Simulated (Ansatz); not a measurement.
## PbF2: an electron-density study

Space group Aea2; the calculation finds a residual pressure of about −4 GPa at this fixed cell. The cell comes from a database of computed structures, not from a measurement.

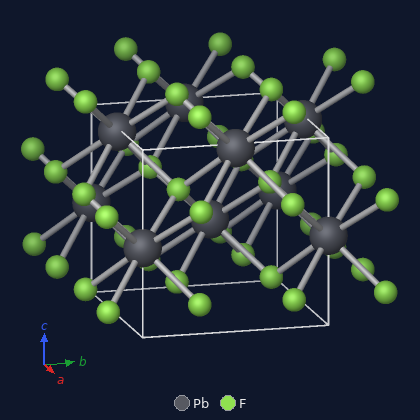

The conventional cell.

Input

```
crystal:
  lattice:
    - [6.024056, 0.0, 0.0]
    - [0.0, 3.00205, 3.011285]
    - [0.0, -3.00205, 3.011285]
  atoms:
    - { symbol: Pb, position: [0.5, 0.977479, 0.977479] }
    - { symbol: Pb, position: [0.0, 0.477479, 0.477479] }
    - { symbol: F, position: [0.764773, 0.973608, 0.458666] }
    - { symbol: F, position: [0.235227, 0.458666, 0.973608] }
    - { symbol: F, position: [0.735227, 0.473608, 0.958666] }
    - { symbol: F, position: [0.264773, 0.958666, 0.473608] }
basis:
  ecutwfc: 420
  fft_grid_basis: typed
kpoints:
  mp_grid: { grid: [4, 6, 6] }
hamiltonian:
  xc: pbesol
  pseudopotentials: { kind: paw }
scf:
  occupations: { method: gaussian, width: 0.05 }
output:
  forces: true
  stress: true
  eigenvalues: true
  bader: true
  write_density: true
  volumetric_format: npy
  elf: true
```

Run with:

```sh
ansatz run input.yaml --threads 2 --pin off --max-ram 4096MiB --backend cpu --events-out ev --progress --plain --runs-dir out
```

The picture shows the conventional cell (a = 6.02 Å, b = 6.00 Å, c = 6.02 Å, α = 90.00°, β = 90.00°, γ = 90.00°).

All numbers below come from DFT PBEsol, scalar-relativistic, plane waves, PAW in Ansatz 0.2.0.

Core electrons are frozen (PAW), so the maps are meaningful between the atoms, not at the nuclei.

### 1. Bonding charge

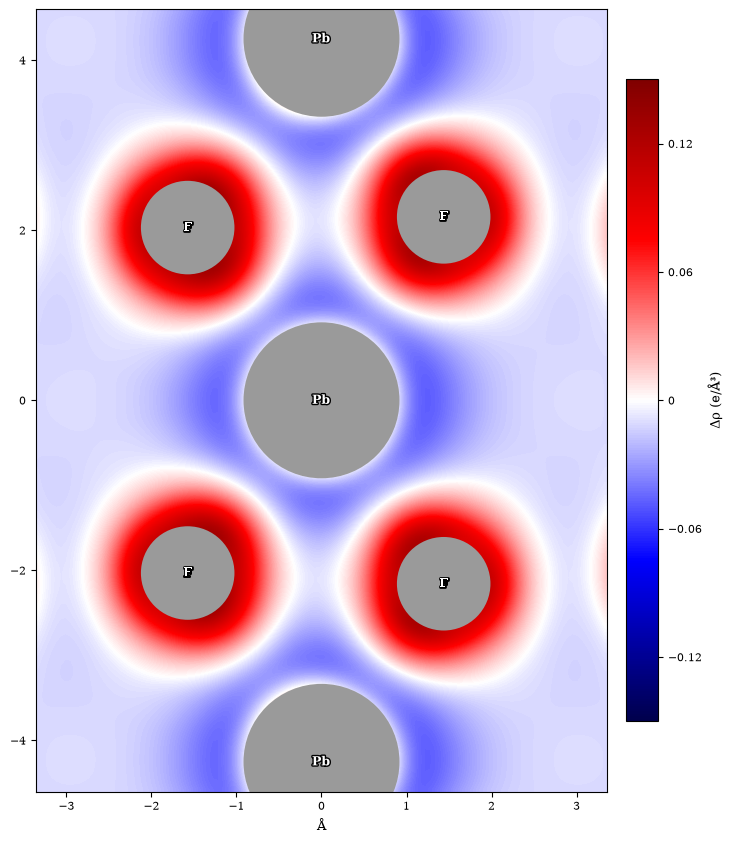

Bonding charge density, ρ(crystal) − Σ ρ(neutral atoms): a map on the (110) plane of the conventional cell, with grey discs over the atomic cores. Cores are masked to 0.9 Å (Pb) and 0.6 Å (F).

Q: Describe the bonding charge.

A: F–Pb (2.54 Å): Δρ is −0.017 e/Å³ at the midpoint, so little or no bond charge builds up halfway.
- Over the whole cell, outside the masked cores, the largest gain lies at the edge of the masked core of F, and the largest loss, 0.05 e/Å³, lies 1.3 Å from a lead nucleus.
- The rearranged charge, half the integral of |Δρ|, is about 0.24 e an atom.
- Bader charges: Pb +1.56 and F −0.78 e.

### 2. Change of volume

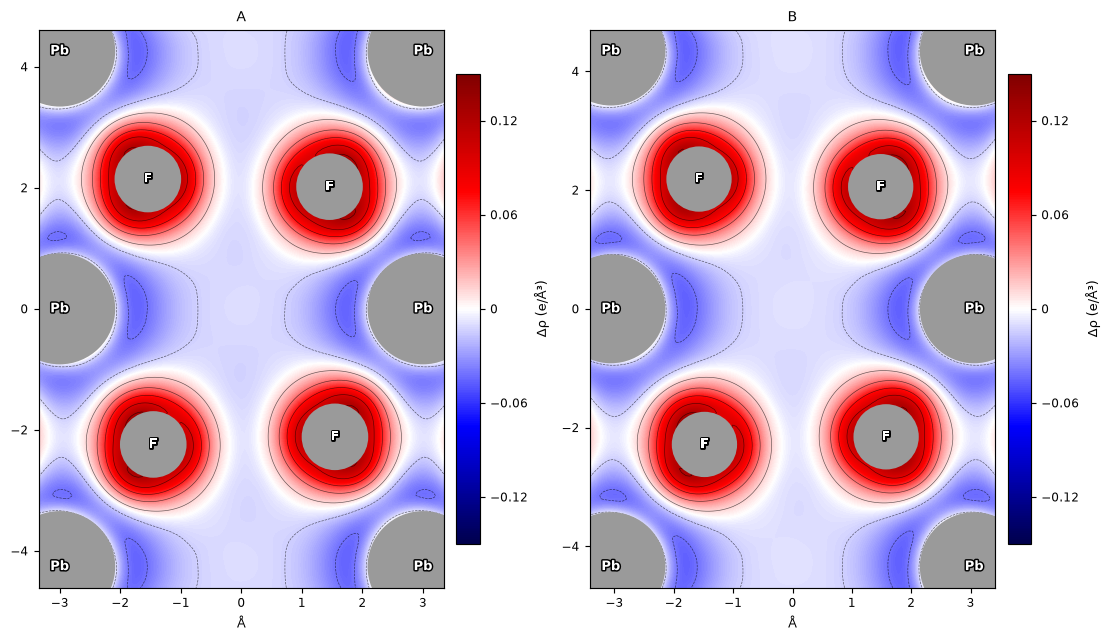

PbF2: deformation density on the (101̄) plane of the conventional cell at two volumes, with the same fractional coordinates and one colour scale. Grey discs cover the cores. Panel B has 106 % of the volume of panel A.

Q: How do bonds, bonding charge and pressure respond to this change of volume?

A: From A to B, F–Pb goes from 2.54 to 2.59 Å, and Δρ at its midpoint stays at −0.017 e/Å³.
- The pressure is −3.7 GPa in A and −6.5 GPa in B.
- Bader charges stay at Pb +1.56 and F −0.78 e.
- The rearranged charge is 0.24 e an atom in A and 0.25 e in B.

### 3. Moving an atom

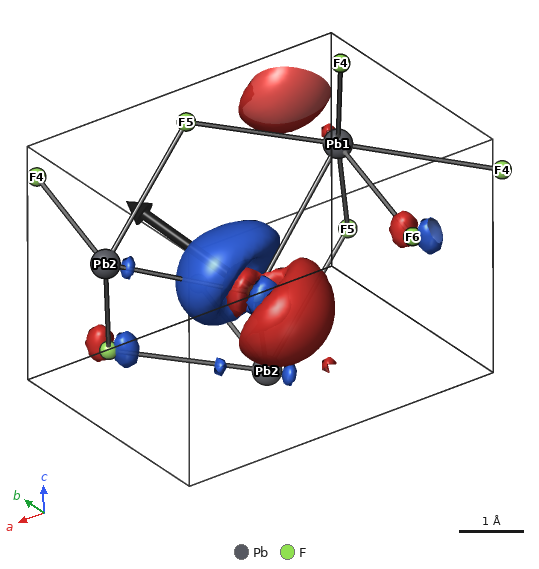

F3 was moved by 0.05 Å roughly along [1 1 1] in the axes of the cell drawn (arrow, not to scale). Change of the density less the rigid motion of the neutral atom's own density: blue surfaces at +0.003 and red ones at −0.003 e/Å³, in the cell of the calculation (origin moved) seen at an oblique angle.

Q: How do the electrons respond beyond following the atom?

A: About 0.03 e is rearranged in the cell. Outside the cores the largest gain, 0.012 e/Å³, lies 0.8 Å from a fluorine nucleus, and the largest loss lies there too, on other sides.

Q: What restoring force does the calculation give for this move?

A: The force on it changes by 0.10 eV/Å along the move, against it: a stiffness of about 2.1 eV/Å² for this sublattice shift.

### 4. Holes and electrons

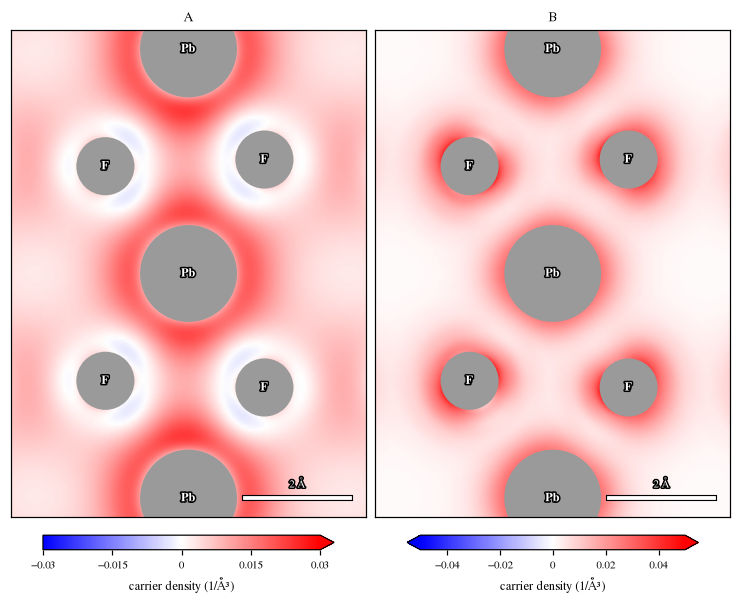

PbF2, doped once with holes and once with electrons (0.1 e in the calculation's cell of 6 atoms, uniform background, atoms fixed). Each panel shows the carrier's density (positive where it sits) on the (110) plane of the conventional cell; grey discs cover the cores. Cores are masked to 0.9 Å (Pb) and 0.6 Å (F).

Q: Tell the hole from the electron.

A: A is the electron: outside the cores it is densest 1.1 Å from a lead nucleus; it divides as Pb about 55 % and F about 45 %. B is the hole: outside the cores it is densest at the edge of the masked core of F; it divides as F about 60 % and Pb about 40 %. Shares are sums over atomic cells sized by the Bader volumes, which fill 40 % (Pb) and 60 % (F) of the cell, so only an excess over these marks a preference; they are shares of the net change, screening included, and the band-edge orbitals themselves can be more concentrated.

### 5. Putting it together

Charge passes from Pb (Pauling electronegativity 2.33) to F (3.98), the direction that the scale predicts; the Bader charges fall short of whole formal charges, as they usually do. The two pressures give a mean stiffness −ΔP/Δln V of about 49 GPa over this range, with the atoms held at their fractional positions.

Run times: 40 s (base cell), 39 s (scaled cell), 54 s (moved atom), 38 s (electron) and 37 s (hole), on 2 threads of Arm Neoverse N1, with other jobs on the host.
